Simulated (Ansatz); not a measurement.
# Geometry relaxation of Sn$_{8}$HO$_{17}$ (part 5 of 5)

The same run, continued: Sn$_{8}$HO$_{17}$ (slab, 26 atoms in the cell); DFT PBE, scalar-relativistic, plane waves, PAW, PAW set soft_1, spin-polarised (Ansatz 0.2.0); cutoff 420 eV, 2×2×1 k-mesh, Gaussian smearing of 0.05 eV, collinear spins. The structure derives from a Materials Project entry. The input holds or restrains some coordinates. Forces given for the steps count only the free coordinates. It belongs to a series of runs on one base structure; here: end point A relaxed.

### Trajectory as extended XYZ, continued
```
26
Lattice="6.8270 0.0000 0.0000 0.0000 6.4818 0.0000 0.0000 0.0000 17.7265" Properties=species:S:1:pos:R:3:forces:R:3 step=55 energy=-57842.31671
Sn    3.4135    1.6204    1.0000    0.2938  -0.0163  -0.5667
Sn    0.0000    0.0000    1.0000   -0.6180  -0.0502  -0.1603
O     6.7316   -0.0292    3.0771   -0.0013   0.0014  -0.0017
O     2.0648    1.6232    4.3087    0.0134  -0.0106  -0.0113
O     1.3198    1.6204    1.0996    0.1964   0.1401  -0.2530
O     3.4916    0.0000    2.3212   -0.0125  -0.2285   0.7722
Sn    6.8079    1.5700    4.4642    0.0116  -0.0281  -0.0154
Sn    3.3932    0.0124    4.4134   -0.0152   0.0130  -0.0069
O     3.3050    0.4281    6.6110    0.0024   0.0097   0.0140
O     3.6194    1.6006    7.2137    0.0023  -0.0227   0.0005
O     4.7110    1.6269    4.4114    0.0081   0.0152   0.0124
O    -0.0064    0.0250    5.7577   -0.0017  -0.0043  -0.0316
Sn    3.4135    4.8613    1.0000    0.3117   0.0164  -0.6768
Sn    0.0000    3.2409    1.0000   -0.4180   0.0565   0.6281
O     6.7797    3.2717    3.2016   -0.0064  -0.0009  -0.0307
O     2.0974    4.8537    4.5423   -0.0127   0.0071  -0.0087
O     1.3198    4.8613    1.0996    0.2324  -0.1405  -0.2875
O     3.4916    3.2409    2.3212    0.0215   0.2170   0.5593
Sn    6.8000    4.9164    4.5262   -0.0071   0.0279  -0.0028
Sn    3.3814    3.2216    4.3945   -0.0201  -0.0106   0.0118
O     3.3778    2.8085    6.6084    0.0254   0.0162  -0.0183
O     5.0499    4.7951    9.1290   -0.0508   0.0673   0.0265
O     4.6714    4.8446    4.6295    0.0341  -0.0068   0.0043
O     0.0712    3.2252    5.8382   -0.0290  -0.0180   0.0218
O     5.7951    3.8753    8.8460    0.0468  -0.0575  -0.0304
H     6.3064    3.2171    6.6110   -0.0070   0.0074   0.0512
26
Lattice="6.8270 0.0000 0.0000 0.0000 6.4818 0.0000 0.0000 0.0000 17.7265" Properties=species:S:1:pos:R:3:forces:R:3 step=58 energy=-57842.31934
Sn    3.4135    1.6204    1.0000    0.2962  -0.0131  -0.5696
Sn    0.0000    0.0000    1.0000   -0.6207  -0.0510  -0.1690
O     6.7311   -0.0294    3.0761    0.0040  -0.0026   0.0032
O     2.0636    1.6251    4.3146   -0.0022  -0.0007  -0.0042
O     1.3198    1.6204    1.0996    0.1986   0.1411  -0.2499
O     3.4916    0.0000    2.3212   -0.0239  -0.2258   0.7647
Sn    6.8050    1.5695    4.4632    0.0059  -0.0061  -0.0074
Sn    3.3908    0.0137    4.4118   -0.0051  -0.0115   0.0041
O     3.3057    0.4344    6.6129    0.0070   0.0273  -0.0023
O     3.6460    1.6009    7.2107    0.0024  -0.0293   0.0153
O     4.7097    1.6260    4.4054   -0.0004   0.0007   0.0022
O    -0.0077    0.0244    5.7540   -0.0026   0.0033   0.0135
Sn    3.4135    4.8613    1.0000    0.3101   0.0132  -0.6771
Sn    0.0000    3.2409    1.0000   -0.4178   0.0567   0.6193
O     6.7790    3.2712    3.2006   -0.0018  -0.0012  -0.0031
O     2.0949    4.8537    4.5412   -0.0006   0.0033   0.0032
O     1.3198    4.8613    1.0996    0.2333  -0.1422  -0.2874
O     3.4916    3.2409    2.3212    0.0157   0.2169   0.5659
Sn    6.7970    4.9155    4.5265    0.0019   0.0052  -0.0149
Sn    3.3811    3.2219    4.3955   -0.0007   0.0105  -0.0051
O     3.4203    2.8147    6.6069   -0.0077   0.0029  -0.0120
O     5.0276    4.9764    9.1419   -0.0092   0.0134   0.0006
O     4.6703    4.8463    4.6278    0.0068  -0.0026  -0.0007
O     0.0543    3.2242    5.8417   -0.0066   0.0072   0.0250
O     5.7574    4.0616    8.8051    0.0106  -0.0094  -0.0022
H     6.2924    3.2261    6.6179    0.0068  -0.0063  -0.0122
```

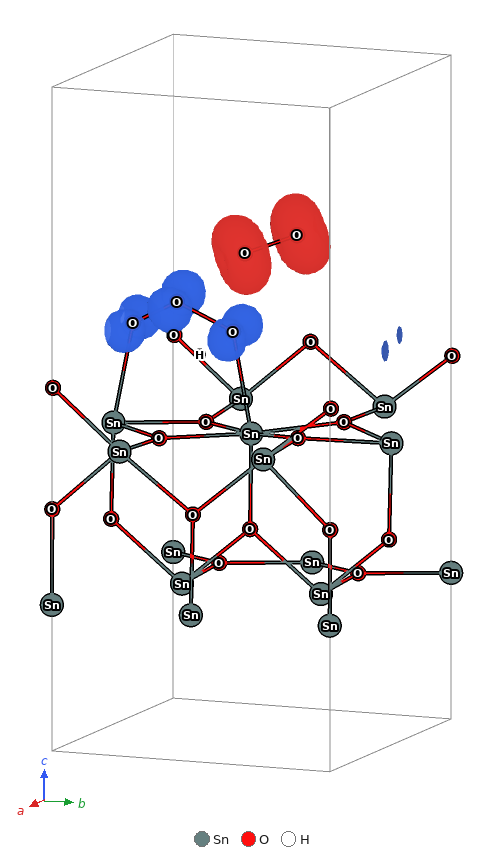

*Isosurfaces of the spin density (up minus down) at +0.1 (red) and −0.1 e/Å³ (blue), seen slightly off an axis. Sticks mark near contacts.*

The cell of the calculation (26 atoms) carries 1.0 μB net. Core electrons are frozen (PAW), so the fields are smoothed inside the atomic spheres.

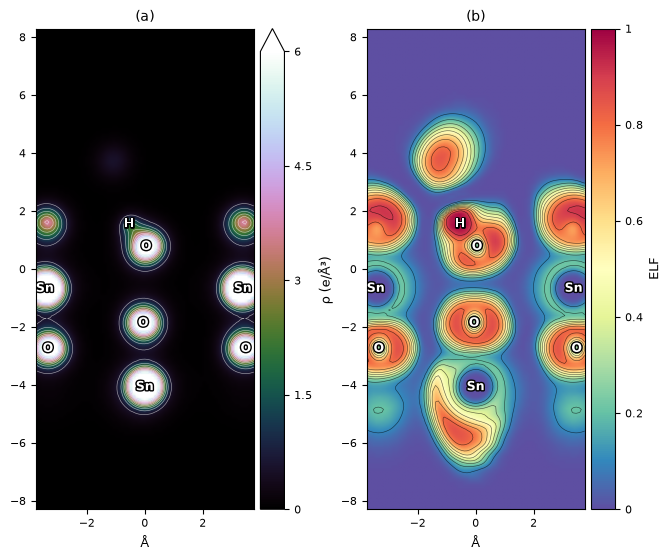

*(a) valence electron density; (b) ELF on the (010) plane of the calculation cell, a cut from vacuum to vacuum.*

Atoms in the plane: Sn, O and H. O–H (0.97 Å): ρ is about 3.6 e/Å³ halfway; the ELF climbs to about 1 towards the hydrogen, as it does in any bond to H (a covalent bond by its length). Sn–O (2.08 Å): the density is about 0.6 e/Å³ at the midpoint; the ELF is about 0.25 at the midpoint. The density dies away to nearly zero in the vacuum.

### Key numbers

```csv
quantity,value
outcome,converged under the restraints of the input
electrons treated,215
free energy,−57842.3193 eV
Fermi energy,0.830 eV
gap on the k-point mesh,0.54 eV
net moment of the cell,1.00 μB
integrated absolute moment,3.10 μB
final volume,784.43 Å³
"largest force (length of the vector) at the end, held atoms and coordinates included",0.798 eV/Å
wall time,21 min (CPU time 83 min)
peak memory,3.1 GiB
```

### Remarks

The electronic state found may not be the lowest one. Notes on the run: the exchange-correlation potential is rough where the density is thin.
